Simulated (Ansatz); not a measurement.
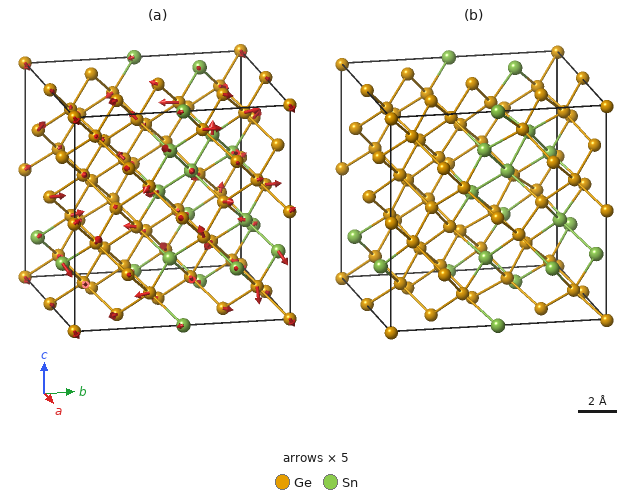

The structure of a crystal of Ge$_{52}$Sn$_{12}$ (a generated structure, set up in P1) before (left) and after (right) a relaxation, at one scale. The red arrows give the displacements, 5 times their true length.

Style: ball-and-stick. Shown: the cell of the calculation, slightly off an axis.

Method: DFT, PBEsol, PAW, plane waves (Ansatz 0.2.0). (plane-wave cutoff 420 eV; k-point mesh 1 × 1 × 1; mesh shifted by (0.25, 0.25, 0.25); no spin polarisation; cell relaxed at fixed shape; force threshold 0.03 eV/Å; at most 80 steps)

Q: Summarise the run.

A: After 5 geometry steps the energy has fallen by 61.2 meV per atom. The largest force component goes from 2.1 to 0.023 eV/Å. The pressure goes from 1.08 to 0.00 GPa. The atom that moves furthest is a Ge atom (0.22 Å along −b). Largest moves by element: Ge 0.22 Å, Sn 0.19 Å. The cell stays as it was. Among the contacts that change: Sn–Sn 2.475 → 2.746 Å, Sn–Sn 2.506 → 2.745 Å, Ge–Sn 2.479 → 2.622 Å, Ge–Sn 2.450 → 2.592 Å. Among the angles between lasting bonds that change: Sn–Ge–Sn 111.4° → 98.5°, Sn–Ge–Sn 109.3° → 100.2°, Ge–Sn–Ge 108.7° → 117.6°. The space group stays P1 (No. 1).
